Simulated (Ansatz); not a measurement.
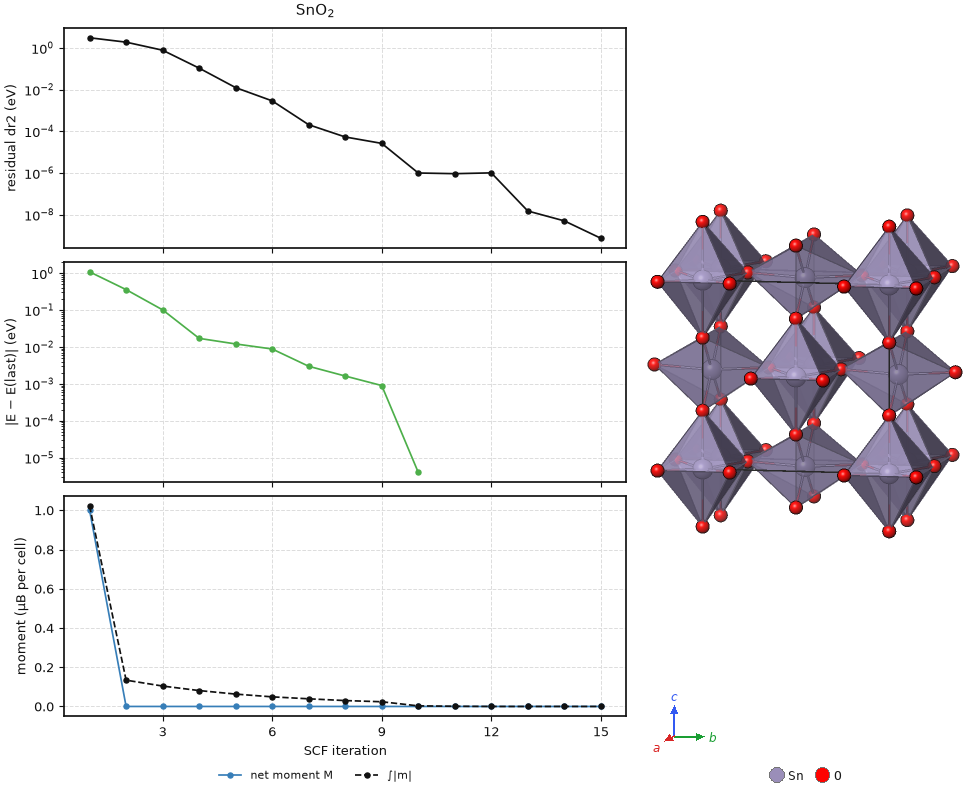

Beside the plot: the structure in its conventional cell.

The plot shows the SCF iterations of a calculation: density residual dr2, distance of the Harris–Foulkes energy from its last value, magnetic moments. Energy differences below 3 × 10⁻⁶ eV aren't drawn. dr2 is the charge part; the magnetisation has a residual of its own.

SnO2 (6 atoms in the cell), run with Ansatz.

```
crystal:
  lattice:
    - [4.8277050007, 0.0, 0.0]
    - [0.0, 4.8277050007, 0.0]
    - [0.0, 0.0, 3.2379909335]
  atoms:
    - { symbol: Sn, position: [-0.0005326032, -0.0005326032, 0.0] }
    - { symbol: Sn, position: [0.4960092819, 0.4960092819, 0.5] }
    - { symbol: O, position: [0.30800705, 0.30800705, 0.0] }
    - { symbol: O, position: [0.2087741074, 0.8219842808, 0.5] }
    - { symbol: O, position: [0.6947968766, 0.6947968766, 0.0] }
    - { symbol: O, position: [0.8219842808, 0.2087741074, 0.5] }
basis:
  ecutwfc: 420
kpoints:
  mp_grid: { grid: [6, 6, 8] }
hamiltonian:
  xc: pbe
scf:
  occupations: { method: gaussian, width: 0.05 }
  max_iter: 75
output:
  forces: true
  eigenvalues: true
  stress: true
magnetization:
  spin_polarized: true
  initial_magnetization: 1
```

Launched with:
```bash
ansatz run input.yaml --threads 2 --pin off --max-ram 5120MiB --backend cpu --events-out ev --progress --plain --runs-dir out
```

**How did this run end?**

Converged, in 15 iterations. The residual falls almost steadily, with no more than small rises or pauses. The program keeps the magnetisation out of the quasi-Newton mixer until iteration 8 and then restarts the mixer with it.

**What happens to the magnetisation?**

The net moment goes from 1.0 to 0.0 μB per cell. ∫|m| ends at 0.0 μB, so the magnetism dies out.

**Is anything amiss with this input?**

The input holds an odd setting (an impossible spin), but it does no harm here: the energy lies within 1 meV per atom of a run with usual settings.
